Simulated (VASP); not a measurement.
Te2Mo (space group P6_3/mmc, No. 194): the geometry relaxed with VASP Kohn-Sham DFT of a periodic cell, optB88-vdW, VASP PAW PBE potentials, recommended (VASP).

```cif
data_structure
_symmetry_space_group_name_H-M 'P 1'
_symmetry_Int_Tables_number 1
_cell_length_a 3.5724
_cell_length_b 3.5724
_cell_length_c 14.2455
_cell_angle_alpha 90.000
_cell_angle_beta 90.000
_cell_angle_gamma 120.000
_cell_volume 157.44
loop_
_atom_site_label
_atom_site_type_symbol
_atom_site_fract_x
_atom_site_fract_y
_atom_site_fract_z
_atom_site_occupancy
Te1 Te 0.66667 0.33333 0.37732 1
Te2 Te 0.33333 0.66667 0.87732 1
Te3 Te 0.66667 0.33333 0.12268 1
Te4 Te 0.33333 0.66667 0.62268 1
Mo1 Mo 0.66667 0.33333 0.75000 1
Mo2 Mo 0.33333 0.66667 0.25000 1
```

Bonds are taken as Mo–Te below 3.1 Å; no other contact counts. The graph is simplified in the usual way: terminal and isolated atoms are pruned, two-connected atoms become edges.

Derive the underlying net.

The result is a binodal (3,6)-connected, two-periodic (layers) net: Te is a 3-connected node; Mo is a 6-connected node, in the ratio 2:1. It is the net of the trigonal-prismatic layers of 2H-MoS2. The layers lie parallel to (001).

```tsv
node	links	point symbol	coordination sequence
Te	3	4³	3 13 9 24 15 36 21 48
Mo	6	4³·6¹²	6 6 18 12 30 18 42 24
```

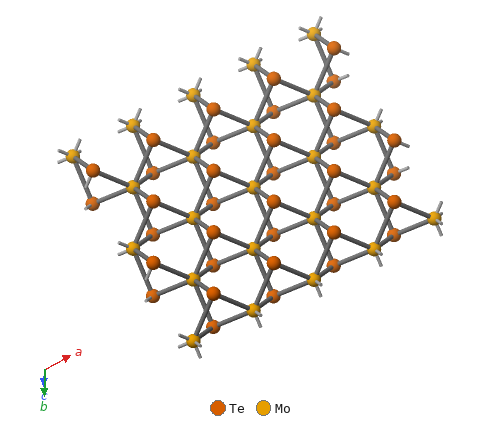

Nodes are coloured by topological kind. One layer is drawn. Edges to nodes outside the piece are drawn as stubs.
